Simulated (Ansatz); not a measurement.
## Single-point calculation, with input and output: WS$_{2}$ (part 1 of 3)

WS$_{2}$ (P-3m1, 3 atoms in the cell), computed with DFT r2SCAN, scalar-relativistic, plane waves, PAW, spin-polarised (Ansatz 0.2.0).

The structure was built on a prototype by a generator; it need not be a known phase. It belongs to a series of runs on one base structure; here: natural orbitals of the symmetric run, filled by rank. Figures and captions count atoms from 1; the log counts them from 0 in places.

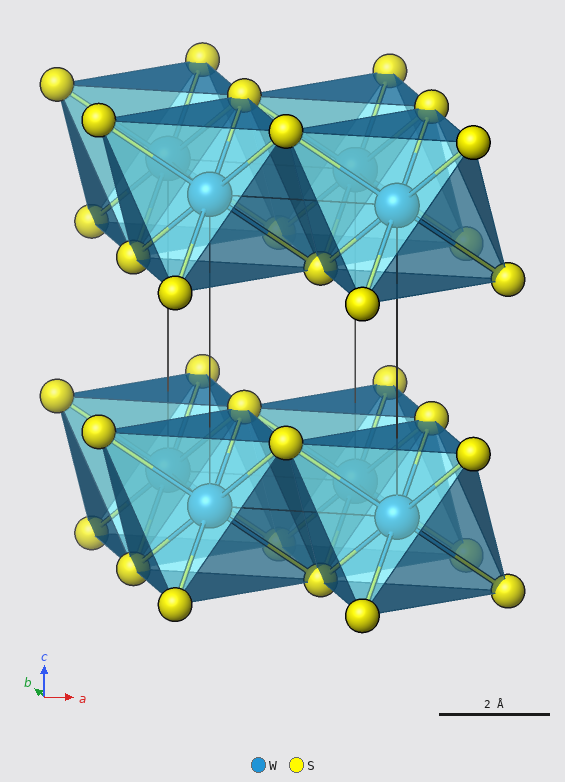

Figure 1. The input geometry (polyhedral view of the cell of the calculation, seen slightly off an axis; polyhedra are completed across the faces of the cell).

### Input file
```yaml
crystal:
  lattice:
    - [3.57820255, 0.0, 0.0]
    - [-1.78910127, 3.09881431, 0.0]
    - [0.0, 0.0, 5.77238336]
  atoms:
    - { symbol: W, position: [0.0, 0.0, 0.0], spin: 2.0 }
    - { symbol: S, position: [0.3333333333, 0.6666666667, 0.252] }
    - { symbol: S, position: [0.6666666667, 0.3333333333, 0.748] }
basis:
  ecutwfc: 500
  ecutrho_ratio: 4
kpoints:
  mp_grid: { grid: [6, 6, 4] }
hamiltonian:
  xc: r2scan
  hubbard:
    sites:
      - { site: 0, l: d, u_eff: 0.0, starting_ns: [{ spin: up, occupation_matrix: s0up }, { spin: down, occupation_matrix: s0down }] }
    occupation_matrices:
      s0up:
        matrix:
          - [0.97, 0.0, 0.0, 0.0, 0.0]
          - [0.0, 0.02, 0.0, 0.0, 0.0]
          - [0.0, 0.0, 0.89713, -0.25282, 0.0]
          - [0.0, 0.0, -0.25282, 0.09287, 0.0]
          - [0.0, 0.0, 0.0, 0.0, 0.02]
      s0down:
        matrix:
          - [0.02, 0.0, 0.0, 0.0, 0.0]
          - [0.0, 0.02, 0.0, 0.0, 0.0]
          - [0.0, 0.0, 0.02, 0.0, 0.0]
          - [0.0, 0.0, 0.0, 0.02, 0.0]
          - [0.0, 0.0, 0.0, 0.0, 0.02]
    ns_hold: { iters: 10 }
scf:
  occupations: { method: gaussian, width: 0.05 }
  lower_state_search: "off"
  max_iter: 150
output:
  forces: true
  stress: true
  eigenvalues: true
  populations: true
  hubbard: { sites: [{ site: 0, l: d }] }
  write_density: true
  write_potential: true
  elf: true
  volumetric_format: npy
magnetization:
  spin_polarized: true
```

Run as:
```bash
ansatz run input.yaml --threads 4 --pin off --max-ram 6144MiB --backend cpu --events-out ev --progress --plain --runs-dir out
```

### Log
```
Warning: crystal.symmetry: narrowed to the stabiliser of the occupation matrices — unitary ops 12 → 4; lowered by the specified shell (site 0, l: d); largest admitted image defect 1.4e-9, smallest excluded 6.6e-1 — at a splitting's scale: the group the occupation matrices' own texture admits
W: projections on atomic orbitals take those of the free atom [Kr 4d10 4f14] 5s2 5p6 5d4 6s2, of charge +0.00 (hamiltonian.pseudopotentials.projection_atoms); the dataset's partial waves leave at most 6.5e-5 of an orbital's norm unspanned inside its sphere
S: projections on atomic orbitals take those of the free atom [Ne] 3s2 3p4, of charge +0.00 (hamiltonian.pseudopotentials.projection_atoms); the dataset's partial waves leave at most 1.6e-7 of an orbital's norm unspanned inside its sphere
Engine: ansatz 0.2.0, aarch64-unknown-linux-gnu
Pseudopotentials: kind: paw
Pseudopotential: W, paw, valence charge 14, recommended cutoff 500 eV (meta_gga), W.paw.azcp
Pseudopotential: S, paw, valence charge 6, recommended cutoff 500 eV (meta_gga), S.paw.azcp
Functional definition: r2SCAN
  parameter k0 = 0.174
  parameter k1 = 0.065
  parameter a1 = 4.9479
  exchange = r2scan_x(k0 = k0, k1 = k1, a1 = a1)
  correlation = r2scan_c
Crystal: 3 atoms, lattice volume = 64.005 Å³
Basis set: ecut = 500 eV, 1653 PW (Γ), exchange–correlation on 108×108×180 points (64 copies of the dense FFT grid, shifted against one another)
Bands: 18, of which v1, the nominal top of the filled ones, is band 13 counted from 1 (12 counted from 0)
Symmetry: 4 space group operations
k-points: 47 of 144
Non-local potential: W, projectors of the file, l = 0: 3, l = 1: 2, l = 2: 2, l = 3: 1
Non-local potential: S, projectors of the file, l = 0: 2, l = 1: 2, l = 2: 2
PAW form: soft (Blöchl's): semilocal exchange-correlation on the pseudo side does not see the compensation charge
PAW frozen core: W, regenerated for the run's functional (the file was generated under x = pbe(κ = 0.804, μ = 0.2195149727645171), c = pbe(β = 0.06672455060314922))
PAW frozen core: S, regenerated for the run's functional (the file was generated under x = pbe(κ = 0.804, μ = 0.2195149727645171), c = pbe(β = 0.06672455060314922))
PAW one-centre angular grid: W, 590 points (default); XC on 160 Gauss nodes
PAW one-centre angular grid: S, 302 points (default); XC on 160 Gauss nodes
Initial density: superposition of atomic densities (chi_scale 0.1, normalization cell)
Starting moments: Σ|m| = 2 μB on 1 of 3 sites
Initial wavefunctions: pseudopotential atomic-orbital guess
Functional: x = r2scan, c = r2scan; τ floored in thin density (d = 2e-4 eV/Å³)
```
